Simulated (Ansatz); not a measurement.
Cs

```
Cs
1.0
     0.01090    0.01090   -5.40235
    -9.96265    9.96265    0.00000
     5.00045    5.00045    2.68120
Cs
4
Direct
  0.50000 0.87481 0.75000
  0.00000 0.37481 0.75000
  0.50000 0.12519 0.25000
  0.00000 0.62519 0.25000
```

Space group C2/c; set up as Cs, beta-Sn type; a generated structure, not necessarily the stable one.

The calculation used DFT, revPBE, plane waves (420 eV) with PAW, scalar-relativistic in Ansatz 0.2.0.

**What will maps of the valence pseudo-density and electron localisation function show?**

Cs–Cs (5.40 Å): ρ at the midpoint is about 0.01 e/Å³; the ELF is about 0.10 at the midpoint; no localised pair shows between them.

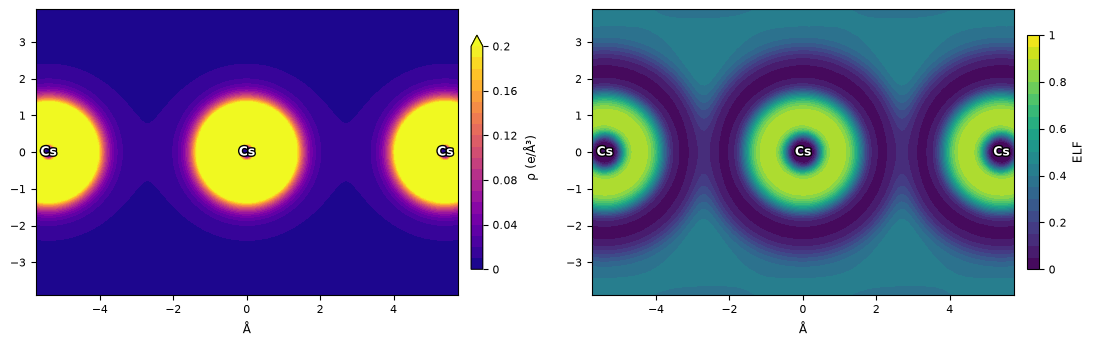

Computed valence pseudo-density and electron localisation function on the (010) plane of the conventional cell, in this order. 
